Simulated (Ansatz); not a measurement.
# Run report: W, geometry relaxation (part 1 of 3)

W (slab, 12 atoms in the cell), computed with DFT PBEsol, scalar-relativistic, plane waves, PAW, no spin polarisation (Ansatz 0.2.0).

The structure derives from an entry of the Crystallography Open Database. It belongs to a series of runs on one base structure; here: (1 1 1) slab, atoms relaxed. Figures and captions count atoms from 1; the log counts them from 0 in places.

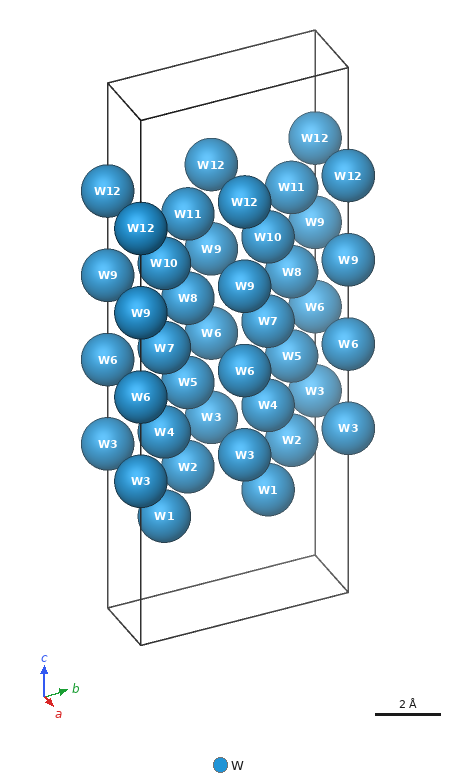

**Figure 1.** The starting structure (spheres-only view of the 1 × 2 repeat of the cell, with the vacuum cut short, seen slightly off an axis; atoms are numbered from 1 in the order of the input). An atom can appear more than once, as a periodic image.

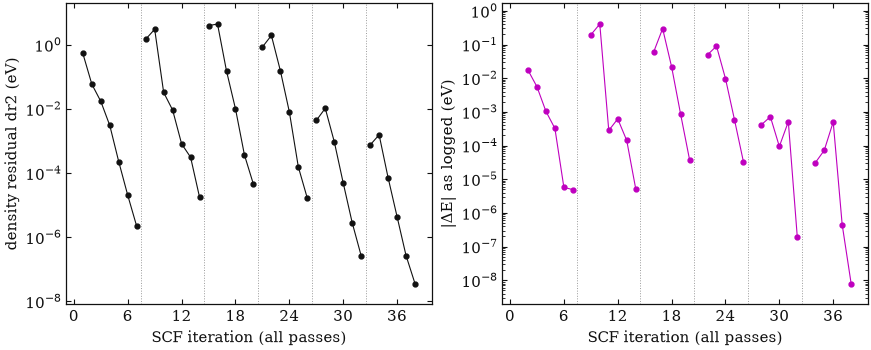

**Figure 2.** Convergence of the self-consistent field: density residual dr2 and size of the energy change against the SCF iteration. The dotted lines part the SCF passes of the relaxation: geometry steps, rejected trials and re-solves on a re-selected basis. The 6 passes take 6 to 7 iterations each, 38 in all.

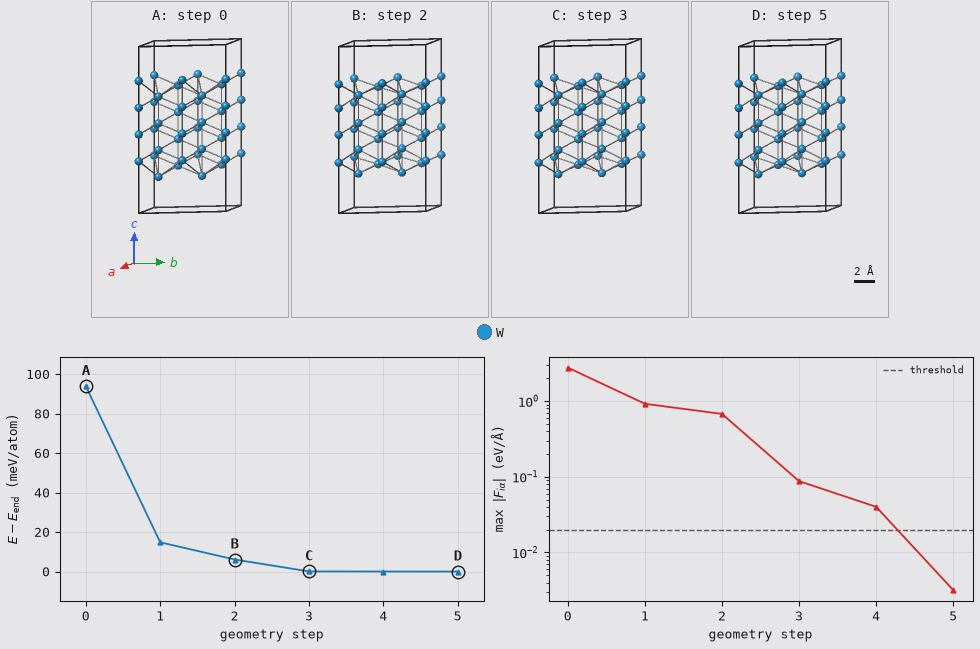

**Figure 3.** Frames of the relaxation (ball-and-stick view of the 1 × 2 repeat of the cell, with the vacuum cut short, seen slightly off an axis) above the curves, on which the letters mark them (the first geometry is step 0 here and step 1 in the log).

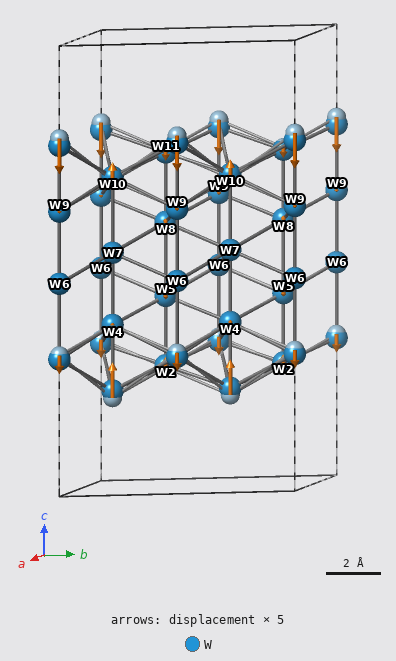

**Figure 4.** Start (faint) and end (solid) with the displacements as orange arrows, magnified 5 times (ball-and-stick view of the 1 × 2 repeat of the cell, with the vacuum cut short, seen slightly off an axis). The largest moves, 0.27 Å, are those of W1 and W12. The cell doesn't change. Among the contacts that change: W1–W4 2.732 → 2.482 Å, W10–W12 3.154 → 2.937 Å, W3–W6 2.732 → 2.858 Å, W2–W5 2.732 → 2.619 Å. Over 5 geometry steps the energy falls by 93.9 meV per atom. Largest force component: 2.8 eV/Å at the start, 0.0032 eV/Å at the end. (Atoms are counted from 1 in the order of the input.)

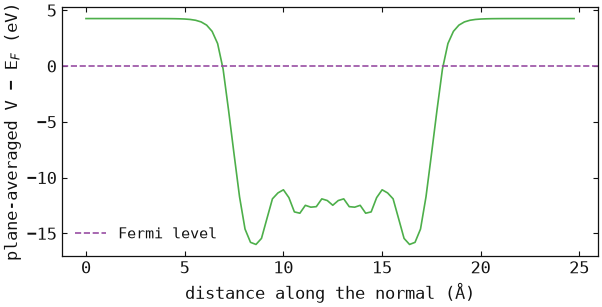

**Figure 5.** Plane average of the electrostatic potential energy of an electron across the cell, from the Fermi level. The vacuum level lies 4.25 eV above the Fermi level.

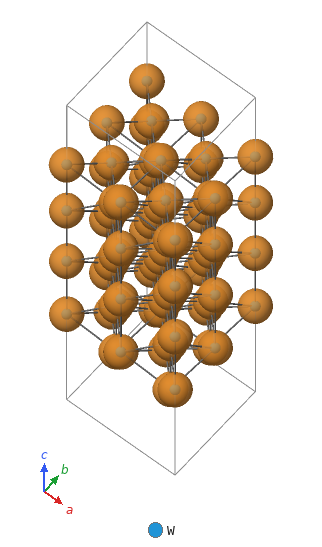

**Figure 6.** Isosurface of the valence pseudo-density at 1.5 e/Å³ (orange), seen at an oblique angle. Sticks mark near contacts. At this value the density breaks into separate islands; it holds about 55 % of the electrons treated as valence (semicore included). It is pinched off along the W–W (2.48 Å), W–W (2.62 Å), W–W (2.67 Å) and W–W (2.71 Å) contacts. On the grid the lowest density along these lines, outside the cores, is 0.7 e/Å³ (W–W, 2.48 Å), 0.54 e/Å³ (W–W, 2.62 Å), 0.46 e/Å³ (W–W, 2.67 Å) and 0.43 e/Å³ (W–W, 2.71 Å). Core electrons are frozen (PAW), so the fields are smoothed inside the atomic spheres.

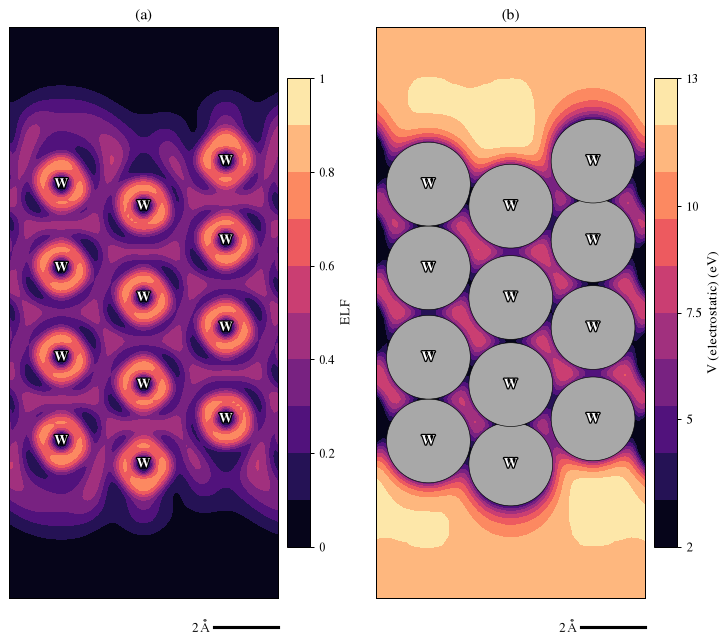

**Figure 7.** (a) ELF; (b) electrostatic potential energy of an electron on the (110) plane of the calculation cell, a cut from vacuum to vacuum. Grey discs, where drawn, cover atomic cores. The section cuts through W sites. W–W (2.48 Å): the ELF is about 0.50 at the midpoint (metallic bonding. W–W (2.62 Å): the ELF is about 0.45 at the midpoint, as expected for nearly free electrons, as in a simple metal. W–W (2.67 Å): the ELF is about 0.40 at the midpoint, which marks metallic bonding. W–W (2.71 Å): the ELF is about 0.40 at the midpoint (nearly free electrons, as in a simple metal). The strong features right at W lie inside the PAW spheres (semicore, d or f shells) and say nothing about bonding.

The input and output of the run follow.

## The input
```yaml
crystal:
  lattice:
    - [4.4609390818, 0.0, 0.0]
    - [-2.2304695409, 3.8632865695, 0.0]
    - [0.0, 0.0, 25.016439147]
  atoms:
    - { symbol: W, position: [0.6666666667, 0.3333333333, 0.2998028599] }
    - { symbol: W, position: [0.3333333333, 0.6666666667, 0.3362023399] }
    - { symbol: W, position: [0.0, 0.0, 0.3726018199] }
    - { symbol: W, position: [0.6666666667, 0.3333333333, 0.4090012999] }
    - { symbol: W, position: [0.3333333333, 0.6666666667, 0.44540078] }
    - { symbol: W, position: [0.0, 0.0, 0.48180026] }
    - { symbol: W, position: [0.6666666667, 0.3333333333, 0.51819974] }
    - { symbol: W, position: [0.3333333333, 0.6666666667, 0.55459922] }
    - { symbol: W, position: [0.0, 0.0, 0.5909987001] }
    - { symbol: W, position: [0.6666666667, 0.3333333333, 0.6273981801] }
    - { symbol: W, position: [0.3333333333, 0.6666666667, 0.6637976601] }
    - { symbol: W, position: [0.0, 0.0, 0.7001971401] }
basis:
  ecutwfc: 420
kpoints:
  mp_grid: { grid: [9, 9, 1] }
hamiltonian:
  xc: pbesol
scf:
  occupations: { method: gaussian, width: 0.1 }
output:
  forces: true
  eigenvalues: true
  write_density: true
  write_potential: true
  elf: true
  volumetric_format: npy
relax:
  adjacent_minimum: "off"
  f_tol: 0.02
  max_steps: 60
efield:
  axis: 3
  dipole_correction: true
  ramp_width: 0.04
```

Run as:
```bash
ansatz run input.yaml --threads 2 --pin off --max-ram 5120MiB --backend cpu --events-out ev --progress --plain --runs-dir out
```

## The program's output
```
Engine: ansatz 0.2.0, x86_64-unknown-linux-gnu
Pseudopotentials: kind: paw
Pseudopotential: W, paw, valence charge 14, recommended cutoff 420 eV (normal), W.paw.azcp
Functional definition: PBEsol
  exchange = pbesol_x
  correlation = pbesol_c
Crystal: 12 atoms, lattice volume = 431.130 Å³
Basis set: ecut = 420 eV, 8477 PW (Γ), exchange–correlation on 60×60×360 points (8 copies of the dense FFT grid, shifted against one another)
Bands: 101, of which v1, the nominal top of the filled ones, is band 84 counted from 1 (83 counted from 0)
Symmetry: 6 space group operations
k-points: 12 of 81 (time reversal used)
Non-local potential: W, projectors of the file, l = 0: 3, l = 1: 2, l = 2: 2, l = 3: 1
PAW form: soft (Blöchl's): semilocal exchange-correlation on the pseudo side does not see the compensation charge
PAW frozen core: W, regenerated for the run's functional, and the local potential with it (the file was generated under x = pbe(κ = 0.804, μ = 0.2195149727645171), c = pbe(β = 0.06672455060314922))
PAW one-centre angular grid: W, 590 points (default); XC on 64 Gauss nodes
Initial density: superposition of atomic densities (neutral atoms: chi_scale 0, normalization atom), corrected by the library's trained network
Initial wavefunctions: pseudopotential atomic-orbital guess
Functional: x = pbesol(κ = 0.804, μ = 0.12345679012345678), c = pbesol(β = 0.046)
SCF iter   1: F=—  HF=-123069.405491 eV  |F-HF|=—  |Δ(HF+E_count)|=         —  Δρ=4.88e-3  dr2=5.37e-1  ethr=1.77e-3  p=0.000 e·Å  D=2.16e-13 V/Å  ΔV_dip=-0.00 eV  dr2_dipole=1.36e-8  V_vac-E_F(+/−)=4.34/4.34 eV  ⟨swp⟩=9.0  Hψ=5795  notcnv=0
efield: sawtooth ramp at fractional position 0.9800 (placed from the atoms, in the widest stretch of the axis that holds none; the zero of the levels goes with the place), width 0.0400; the density the first Hamiltonian is built on has a dipole p = 0.000 e·Å; the dipole correction subtracts the counter field D = 2.16e-13 V/Å, which shifts the + side's vacuum level by -0.00 eV against the − side's; the planar-averaged density in the ramp window peaks in size at 9.7e-5 e/Å³
preconditioner: auto → LDOS  [metal: Δε(μ)=0.005 eV  Ē_g=4.547 eV  σ=0.100 eV  W_gap=0.03  n_scr=96 (ndim 8)  ℏωp=15.2 eV  f_vac=0.479  D(μ)=14.65/eV (n_scr^D=108)  β→1.0]
SCF iter   2: F=—  HF=-123069.388056 eV  |F-HF|=—  |Δ(HF+E_count)|=   1.74e-2  Δρ=2.43e-3  dr2=5.92e-2  ethr=3.20e-4  p=-0.000 e·Å  D=-8.47e-7 V/Å  ΔV_dip=0.00 eV  dr2_dipole=2.87e-9  V_vac-E_F(+/−)=4.13/4.13 eV  ⟨swp⟩=2.0  Hψ=1761  notcnv=0  defer=48
SCF iter   3: F=—  HF=-123069.382465 eV  |F-HF|=—  |Δ(HF+E_count)|=   5.59e-3  Δρ=9.97e-4  dr2=1.72e-2  ethr=3.52e-5  p=0.000 e·Å  D=7.87e-7 V/Å  ΔV_dip=-0.00 eV  dr2_dipole=2.29e-9  V_vac-E_F(+/−)=4.14/4.14 eV  ⟨swp⟩=2.8  Hψ=1799  notcnv=0  defer=48
SCF iter   4: F=—  HF=-123069.381427 eV  |F-HF|=—  |Δ(HF+E_count)|=   1.04e-3  Δρ=3.60e-4  dr2=3.05e-3  ethr=1.02e-5  p=0.000 e·Å  D=8.96e-7 V/Å  ΔV_dip=-0.00 eV  dr2_dipole=2.67e-10  V_vac-E_F(+/−)=4.12/4.12 eV  ⟨swp⟩=2.1  Hψ=1497  notcnv=0  defer=48
SCF iter   5: F=—  HF=-123069.381750 eV  |F-HF|=—  |Δ(HF+E_count)|=   3.23e-4  Δρ=9.05e-5  dr2=2.25e-4  ethr=1.82e-6  p=0.000 e·Å  D=8.06e-7 V/Å  ΔV_dip=-0.00 eV  dr2_dipole=4.65e-10  V_vac-E_F(+/−)=4.11/4.11 eV  ⟨swp⟩=2.1  Hψ=1640  notcnv=0  defer=11
SCF iter   6: F=—  HF=-123069.381756 eV  |F-HF|=—  |Δ(HF+E_count)|=   5.74e-6  Δρ=2.93e-5  dr2=2.03e-5  ethr=1.34e-7  p=0.000 e·Å  D=5.44e-7 V/Å  ΔV_dip=-0.00 eV  dr2_dipole=9.62e-11  V_vac-E_F(+/−)=4.10/4.10 eV  ⟨swp⟩=2.0  Hψ=1495  notcnv=0  defer=11
SCF iter   7: F=-123069.381761 eV  HF=-123069.381761 eV  |F-HF|=3.58e-7  |Δ(HF+E_count)|=   4.91e-6  Δρ=1.13e-5  dr2=2.18e-6  ethr=5.95e-9  p=0.000 e·Å  D=2.92e-7 V/Å  ΔV_dip=-0.00 eV  dr2_dipole=8.79e-12  V_vac-E_F(+/−)=4.10/4.10 eV  ⟨swp⟩=24.2  Hψ=12819  notcnv=0
SCF 1 converged in 7 iterations: F = -123069.381761 eV  dr2 = 2.18e-6
  Residual-converged pass: ⟨swp⟩=1.0  Hψ=1260  notcnv=0  max |occ|·‖R‖ = 7.0e-9 eV (tolerance 1.0e-8 eV)  dr2=2.18e-6  dr2_onsite=9.97e-9  max |Δocc| = 5.0e-10
  greatest PAW one-centre occupation: 1.000 electrons in one spin orbital (limit 2), on the W atom at site 10 (counted from 0), in its partial waves of l = 0
relax step   1: F+E_penalty+E_count = -123069.38176100 eV  Δ(F+E_penalty+E_count) = +0.000e0 eV  max|allowed force component| = 2.773e0 eV/Å  Δτ_max = 0.0000 Å  (7 SCF iters, dr2 threshold 1.00e-5 eV, accepted)
Initial density: handed on by an earlier stage of this run
Initial wavefunctions: those handed on with the density
iter 1 solved again at ethr=8.49e-4 eV; its pass at ethr=3.10e-3 eV (dr2=1.43e0 eV) is discarded
```
